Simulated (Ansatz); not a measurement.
## Run report: Si, geometry relaxation

The run: geometry relaxation of Si (Fd-3m, 2 atoms in the cell). Method and program: DFT, PBE, plane waves, PAW, no spin polarisation (Ansatz 0.2.0).

The structure derives from a Materials Project entry. Some settings of this run were made unusual or wrong on purpose. Figures and captions count atoms from 1; the log counts them from 0 in places.

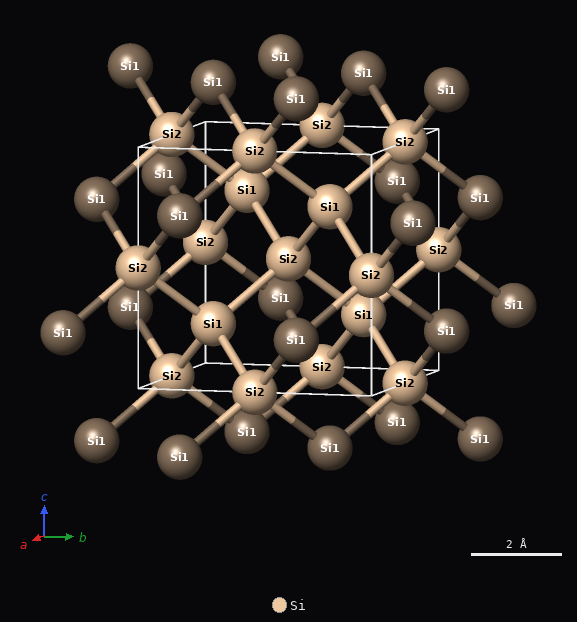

**Figure 1.** The starting structure (ball-and-stick view of the cell 4 times as large as that of the calculation, set on its symmetry axes, seen slightly off an axis; neighbours outside the cell are drawn fainter; atoms are numbered from 1 in the order of the input).

### Input
```yaml
crystal:
  lattice:
    - [0.0, 2.72185119, 2.72185119]
    - [2.72185119, 0.0, 2.72185119]
    - [2.72185119, 2.72185119, 0.0]
  atoms:
    - { symbol: Si, position: [0.75, 0.75, 0.75] }
    - { symbol: Si, position: [0.5, 0.5, 0.5] }
basis:
  ecutwfc: 420
kpoints:
  mp_grid: { grid: [8, 8, 8] }
hamiltonian:
  xc: pbe
scf:
  occupations: { method: gaussian, width: 0.02 }
  max_iter: 100
output:
  forces: true
  eigenvalues: true
  stress: true
relax:
  adjacent_minimum: "off"
  f_tol: 0.005
  max_steps: 80
  cell: { stress_tol: 0.05 }
  max_displacement: 2.0
```

Command:
```bash
ansatz run input.yaml --threads 4 --pin off --max-ram 8192MiB --backend cpu --events-out ev --progress --plain --runs-dir out
```

### Output
```
The last accepted step is kept in [file] (removed where the run ends without a failure and the disk answers)
Engine: ansatz 0.2.0, x86_64-unknown-linux-gnu
Pseudopotentials: kind: paw
Pseudopotential: Si, paw, valence charge 4, recommended cutoff 420 eV (normal), Si.paw.azcp
Functional definition: PBE
  parameter kappa = 0.804
  parameter beta = 0.06672455060314922
  exchange = pbe_x(kappa = kappa, mu = beta*pi^2/3)
  correlation = pbe_c(beta = beta)
Crystal: 2 atoms, lattice volume = 40.330 Å³
Basis set: ecut = 420 eV, 749 PW (Γ), exchange–correlation on 54×54×54 points (8 copies of the dense FFT grid, shifted against one another)
Bands: 8, of which v1, the nominal top of the filled ones, is band 4 counted from 1 (3 counted from 0)
Symmetry: 48 space group operations
Space group: Fd-3m (ITA 227), of the structure as read, at distance tolerance 3.4e-5 Å
k-points: 29 of 512
Non-local potential: Si, projectors of the file, l = 0: 2, l = 1: 2, l = 2: 2
PAW form: soft (Blöchl's): semilocal exchange-correlation on the pseudo side does not see the compensation charge
PAW one-centre angular grid: Si, 110 points (default); XC on 64 Gauss nodes
Initial density: superposition of atomic densities (neutral atoms: chi_scale 0, normalization atom), corrected by the library's trained network
Initial wavefunctions: pseudopotential atomic-orbital guess
Functional: x = pbe(κ = 0.804, μ = 0.2195149727645171), c = pbe(β = 0.06672455060314922)
SCF iter   1: F=—  HF=-1271.613621 eV  |F-HF|=—  |Δ(HF+E_count)|=         —  Δρ=1.14e-3  dr2=2.88e-4  ethr=1.77e-3  ⟨swp⟩=6.2  Hψ=2108  notcnv=0
preconditioner: auto → none  [insulator: Δε(μ)=0.625 eV  Ē_g=9.448 eV  σ=0.020 eV  W_gap=1.00  n_scr=8 (ndim 8)  ℏωp=16.5 eV  f_vac=0.000  D(μ)=0.00/eV (n_scr^D=0)  ε∞_Penn≈4.1]
SCF iter   2: F=—  HF=-1271.613993 eV  |F-HF|=—  |Δ(HF+E_count)|=   3.71e-4  Δρ=4.77e-4  dr2=4.71e-5  ethr=3.60e-6  ⟨swp⟩=2.1  Hψ=603  notcnv=0
SCF iter   3: F=—  HF=-1271.614035 eV  |F-HF|=—  |Δ(HF+E_count)|=   4.24e-5  Δρ=9.18e-5  dr2=2.16e-6  ethr=5.89e-7  ⟨swp⟩=2.1  Hψ=349  notcnv=0
SCF iter   4: F=—  HF=-1271.614036 eV  |F-HF|=—  |Δ(HF+E_count)|=   1.30e-6  Δρ=1.99e-5  dr2=1.20e-7  ethr=2.70e-8  ⟨swp⟩=2.0  Hψ=348  notcnv=0
iter 5 did not close the SCF: its close was put off for the readings that it lacked (scf_convergence_deferred on its scf_iter line)
SCF iter   5: F=-1271.614036 eV  HF=-1271.614036 eV  |F-HF|=8.12e-10  |Δ(HF+E_count)|=   2.68e-8  Δρ=2.52e-6  dr2=1.16e-9  ethr=1.50e-9  ⟨swp⟩=2.0  Hψ=348  notcnv=0
SCF iter   6: F=-1271.614036 eV  HF=-1271.614036 eV  |F-HF|=4.55e-12  |Δ(HF+E_count)|=  7.71e-10  Δρ=3.11e-7  dr2=2.45e-11  ethr=1.45e-11  ⟨swp⟩=1.1  Hψ=710  notcnv=0
SCF 1 converged in 6 iterations: F = -1271.614036 eV  dr2 = 2.45e-11
  greatest PAW one-centre occupation: 0.633 electrons in one spin orbital (limit 2), on the Si atom at site 1 (counted from 0), in its partial waves of l = 0
relax step   1: F+E_penalty+E_count = -1271.61403627 eV  Δ(F+E_penalty+E_count) = +0.000e0 eV  max|allowed force component| = 1.388e-17 eV/Å  Δτ_max = 0.0000 Å  P = +1.343 GPa  Ω = 40.330 Å³  (6 SCF iters, dr2 threshold 1.00e-7 eV, accepted)
Crystal: 2 atoms, lattice volume = 40.778 Å³
Basis set: ecut = 420 eV, 821 PW (Γ), exchange–correlation on 54×54×54 points (8 copies of the dense FFT grid, shifted against one another)
Initial density: handed on by an earlier stage of this run
Initial wavefunctions: those handed on with the density
iter 1 solved again at ethr=2.76e-6 eV; its pass at ethr=3.10e-3 eV (dr2=2.21e-4 eV) is discarded
SCF iter   1: F=—  HF=-1271.616352 eV  |F-HF|=—  |Δ(HF+E_count)|=         —  Δρ=6.30e-4  dr2=2.28e-4  ethr=2.76e-6  ⟨swp⟩=2.7  Hψ=2163  notcnv=0
preconditioner: auto → none  [insulator: Δε(μ)=0.638 eV  Ē_g=9.393 eV  σ=0.020 eV  W_gap=1.00  n_scr=8 (ndim 8)  ℏωp=16.4 eV  f_vac=0.000  D(μ)=0.00/eV (n_scr^D=0)  ε∞_Penn≈4.1]
SCF iter   2: F=—  HF=-1271.616294 eV  |F-HF|=—  |Δ(HF+E_count)|=   5.77e-5  Δρ=2.52e-4  dr2=3.25e-5  ethr=2.76e-6  ⟨swp⟩=1.3  Hψ=254  notcnv=0
SCF iter   3: F=—  HF=-1271.616284 eV  |F-HF|=—  |Δ(HF+E_count)|=   1.06e-5  Δρ=2.75e-5  dr2=2.29e-7  ethr=4.06e-7  ⟨swp⟩=2.1  Hψ=348  notcnv=0
SCF iter   4: F=-1271.616284 eV  HF=-1271.616284 eV  |F-HF|=5.56e-9  |Δ(HF+E_count)|=   2.34e-7  Δρ=2.83e-6  dr2=2.48e-9  ethr=2.50e-9  ⟨swp⟩=5.0  Hψ=1232  notcnv=0
SCF 2 converged in 4 iterations: F = -1271.616284 eV  dr2 = 2.48e-9
relax step   2: F+E_penalty+E_count = -1271.61628412 eV  Δ(F+E_penalty+E_count) = -2.248e-3 eV  max|allowed force component| = 6.245e-17 eV/Å  Δτ_max = 0.0000 Å  P = +0.318 GPa  Ω = 40.778 Å³  energy of the carried Pulay correction = -6.220e-5 eV  (4 SCF iters, dr2 threshold 2.00e-7 eV, accepted)
Crystal: 2 atoms, lattice volume = 40.919 Å³
iter 1 solved again at ethr=2.67e-7 eV; its pass at ethr=3.10e-3 eV (dr2=2.14e-5 eV) is discarded
SCF iter   1: F=—  HF=-1271.616418 eV  |F-HF|=—  |Δ(HF+E_count)|=         —  Δρ=1.95e-4  dr2=2.21e-5  ethr=2.67e-7  ⟨swp⟩=2.2  Hψ=2113  notcnv=0
preconditioner: auto → none  [insulator: Δε(μ)=0.647 eV  Ē_g=9.377 eV  σ=0.020 eV  W_gap=1.00  n_scr=8 (ndim 8)  ℏωp=16.4 eV  f_vac=0.000  D(μ)=0.00/eV (n_scr^D=0)  ε∞_Penn≈4.1]
SCF iter   2: F=—  HF=-1271.616408 eV  |F-HF|=—  |Δ(HF+E_count)|=   9.73e-6  Δρ=7.88e-5  dr2=3.20e-6  ethr=2.67e-7  ⟨swp⟩=1.3  Hψ=254  notcnv=0
SCF iter   3: F=-1271.616408 eV  HF=-1271.616408 eV  |F-HF|=2.12e-8  |Δ(HF+E_count)|=   5.00e-7  Δρ=8.73e-6  dr2=2.27e-8  ethr=2.50e-9  ⟨swp⟩=3.2  Hψ=1007  notcnv=0
SCF 3 converged in 3 iterations: F = -1271.616408 eV  dr2 = 2.27e-8
relax step   3: F+E_penalty+E_count = -1271.61640766 eV  Δ(F+E_penalty+E_count) = -1.235e-4 eV  max|allowed force component| = 9.252e-17 eV/Å  Δτ_max = 0.0000 Å  P = +0.007 GPa  Ω = 40.919 Å³  energy of the carried Pulay correction = -8.164e-5 eV  (3 SCF iters, dr2 threshold 2.00e-7 eV, accepted)
Initial wavefunctions: pseudopotential atomic-orbital guess (no wavefunctions were taken with the density)
iter 1 solved again at ethr=1.03e-7 eV; its pass at ethr=3.10e-3 eV (dr2=8.23e-6 eV) is discarded
SCF iter   1: F=—  HF=-1271.616504 eV  |F-HF|=—  |Δ(HF+E_count)|=         —  Δρ=1.30e-5  dr2=2.64e-8  ethr=1.03e-7  ⟨swp⟩=3.0  Hψ=2827  notcnv=0
preconditioner: auto → none  [insulator: Δε(μ)=0.649 eV  Ē_g=9.378 eV  σ=0.020 eV  W_gap=1.00  n_scr=8 (ndim 8)  ℏωp=16.4 eV  f_vac=0.000  D(μ)=0.00/eV (n_scr^D=0)  ε∞_Penn≈4.1]
SCF iter   2: F=—  HF=-1271.616497 eV  |F-HF|=—  |Δ(HF+E_count)|=   7.05e-6  Δρ=6.67e-6  dr2=7.32e-9  ethr=3.30e-10  ⟨swp⟩=2.5  Hψ=352  notcnv=0
SCF iter   3: F=—  HF=-1271.616497 eV  |F-HF|=—  |Δ(HF+E_count)|=   4.26e-8  Δρ=4.50e-7  dr2=5.18e-11  ethr=9.16e-11  ⟨swp⟩=2.0  Hψ=347  notcnv=0
SCF iter   4: F=-1271.616497 eV  HF=-1271.616497 eV  |F-HF|=8.64e-12  |Δ(HF+E_count)|=  3.68e-11  Δρ=1.52e-7  dr2=3.65e-12  ethr=1.00e-12  ⟨swp⟩=5.9  Hψ=918  notcnv=0
SCF 4 converged in 4 iterations: F = -1271.616497 eV  dr2 = 3.65e-12
relax step   4: F+E_penalty+E_count = -1271.61649663 eV  Δ(F+E_penalty+E_count) = -8.897e-5 eV  max|allowed force component| = 2.776e-17 eV/Å  Δτ_max = 0.0000 Å  P = +0.012 GPa  Ω = 40.919 Å³  stress off target by 1.15e-2 GPa  SCF on the basis re-selected at this cell (its energy is not comparable with the rows above)  (4 SCF iters)
```

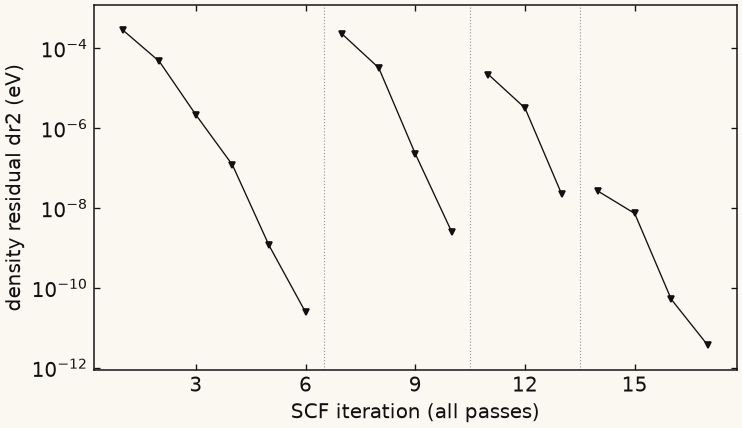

**Figure 2.** Convergence of the self-consistent field: density residual dr2 against the SCF iteration. The dotted lines part the SCF passes of the relaxation: geometry steps, rejected trials and re-solves on a re-selected basis. The passes take 6, 4, 3 and 4 iterations.

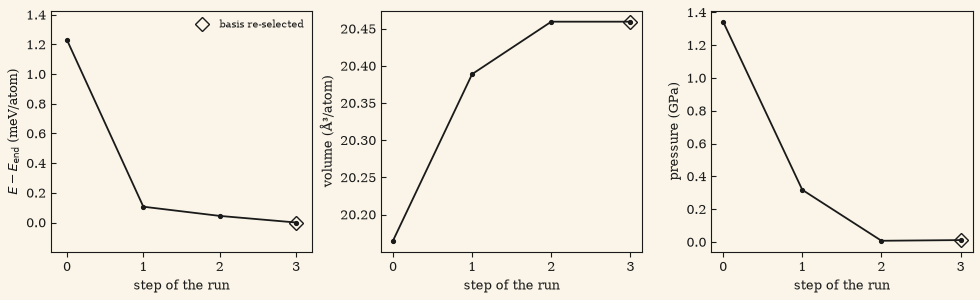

**Figure 3.** Progress of the relaxation, step by step (the first geometry is step 0 here and step 1 in the log). Over 2 geometry steps the energy falls by 1.2 meV per atom. All forces vanish by symmetry, so only the cell relaxes. Pressure: 1.34 GPa at the start and 0.01 GPa at the end. The atoms keep their places relative to the cell (all moves are under 0.005 Å). A last SCF at the same geometry on a re-selected plane-wave basis shifts the energy by next to nothing (0.0 meV per atom).

```
basis re-selected at this cell: Δ(F+E_penalty+E_count) = -8.897e-5 eV, ΔP = +0.004 GPa vs the last step (what re-selecting the basis moved, of the pressure what is left beyond the Pulay correction that the steps carried, after the strain that the cell walked since its last selection, with what the two solves' SCF thresholds leave and, on support functions, any second-order correction that the steps lacked; it is no measure of the basis error at this ecutwfc). This SCF's stress stands 1.15e-2 GPa from its target on what of the cell is left free (relax.cell.stress_tol is 5.00e-2 GPa) and its largest allowed force component is 2.78e-17 eV/Å (relax.f_tol is 5.00e-3 eV/Å): within both
SCF converged after 4 iterations
Free energy (F): -1271.616497 eV
Harris-Foulkes:  -1271.616497 eV  (|F-HF|=8.64e-12)
Internal energy: -1271.616497 eV  (E = F + TS)
E sigma→0 (E₀):  -1271.616497 eV
Fermi energy:    6.329239 eV
--- Per-component energies (eV) ---
  E_band       = 8.031159
  E_kinetic    = 80.156527
  E_local      = -56.161367  (includes V_loc(G=0)·N_el)
  E_nonlocal   = 51.743674
  E_hartree    = 15.187325
  E_xc         = -110.122673
  E_vxc        = -93.154806  (∫ρ·V_xc dr)
  E_paw        = -1025.533991  (= ΣΔE_a)
  E_vpaw       = -4.927528  (= ΣTr[D̂ρ^β])
  E_aug_tail   = 0.000013  (compensation charges beyond the density's cutoff)
  E_ewald      = -226.886004
  E_smearing   = -0.000000  (= −TS)
  E_closure    = 0.000000  (closes the sum)
  Σ components = -1271.616497   (vs F -1271.616497, Δ=0.00e0)
--- Forces (eV/Å), atoms counted from 1 ---
  atom   1  Si     0.00000000     0.00000000     0.00000000
  atom   2  Si    -0.00000000    -0.00000000    -0.00000000
  max |Σ_I F_I| component: 6.94e-18 eV/Å
--- Stress (GPa, compression-positive) ---
        0.011541      -0.000000      -0.000000
       -0.000000       0.011541      -0.000000
       -0.000000      -0.000000       0.011541
  P = ⅓ Tr σ = 0.0115 GPa (0.115 kbar)
--- Band table (eV; the first three rows and the last of 29) ---
  k-point 0: bands = ["-5.8086", "6.0052", "6.0052", "6.0052", "8.5564", "8.5564", "8.5564", "9.1216"]
  k-point 1: bands = ["-5.6083", "4.4126", "5.7223", "5.7223", "8.4404", "8.9720", "8.9720", "10.5251"]
  k-point 2: bands = ["-5.0242", "2.1175", "5.2593", "5.2593", "7.9566", "9.4903", "9.4903", "12.7442"]
  k-point 28: bands = ["-1.5884", "-1.5884", "2.2449", "2.2449", "10.2743", "10.2743", "10.9285", "10.9285"]
--- Relaxed structure (3 steps of the walk, 3 accepted, 1 SCFs on fresh bases) ---
  F+E_penalty+E_count = -1271.61649663 eV   max|allowed force component| = 2.776e-17 eV/Å   (the final SCF, on the basis selected at the relaxed cell)
  cell:  # Å, volume = 40.9189 Å³
    - [-1.1209818472370299e-33, 2.7350468812230857, 2.7350468812230857]
    - [2.7350468812230857, -9.299053960034451e-34, 2.7350468812230857]
    - [2.7350468812230857, 2.7350468812230857, 2.5476860164477946e-34]
  atoms:
    - { symbol: Si, position: [0.7499999999999999, 0.7499999999999999, 0.7499999999999999] }
    - { symbol: Si, position: [0.5, 0.5, 0.5] }
```

### Trajectory as extended XYZ (Å, eV, eV/Å), 4 frames, from step=1 to step=4
```
2
Lattice="0.0000 2.7219 2.7219 2.7219 0.0000 2.7219 2.7219 2.7219 0.0000" Properties=species:S:1:pos:R:3:forces:R:3 step=1 energy=-1271.61404 pressure_GPa=1.34
Si    4.0828    4.0828    4.0828    0.0000   0.0000   0.0000
Si    2.7219    2.7219    2.7219    0.0000   0.0000   0.0000
2
Lattice="0.0000 2.7319 2.7319 2.7319 0.0000 2.7319 2.7319 2.7319 0.0000" Properties=species:S:1:pos:R:3:forces:R:3 step=2 energy=-1271.61628 pressure_GPa=0.32
Si    4.0979    4.0979    4.0979    0.0000   0.0000   0.0000
Si    2.7319    2.7319    2.7319    0.0000   0.0000   0.0000
2
Lattice="0.0000 2.7350 2.7350 2.7350 0.0000 2.7350 2.7350 2.7350 0.0000" Properties=species:S:1:pos:R:3:forces:R:3 step=3 energy=-1271.61641 pressure_GPa=0.01
Si    4.1026    4.1026    4.1026    0.0000   0.0000   0.0000
Si    2.7350    2.7350    2.7350    0.0000   0.0000   0.0000
2
Lattice="0.0000 2.7350 2.7350 2.7350 0.0000 2.7350 2.7350 2.7350 0.0000" Properties=species:S:1:pos:R:3:forces:R:3 step=4 energy=-1271.61650 pressure_GPa=0.01
Si    4.1026    4.1026    4.1026    0.0000   0.0000   0.0000
Si    2.7350    2.7350    2.7350    0.0000   0.0000   0.0000
```

### Outcome

| quantity | value |
| --- | --- |
| outcome | converged |
| space group (tolerance 0.01 Å) | Fd-3m (227) |
| electrons treated | 8 |
| free energy | −1271.6165 eV |
| Fermi energy | 6.329 eV |
| gap on the k-point mesh | 0.65 eV |
| pressure | 0.01 GPa |
| final volume | 40.92 Å³ |
| largest force (length of the vector) at the end | under 0.001 eV/Å |
| final cell | a = 3.868 Å, b = 3.868 Å, c = 3.868 Å, α = 60.00°, β = 60.00°, γ = 60.00° |
| hardware | 4 threads of Intel Xeon @ 2.10GHz (Emerald Rapids), 189 GiB of memory available, shared host |
| wall time | 2.9 s (CPU time 5.9 s) |
| peak memory | 0.31 GiB |

### Notes

The input was spoiled on purpose: relaxation steps far too long (`relax.max_displacement`). The run converged; whether the setting changed the result can't be told without a sound run beside it.
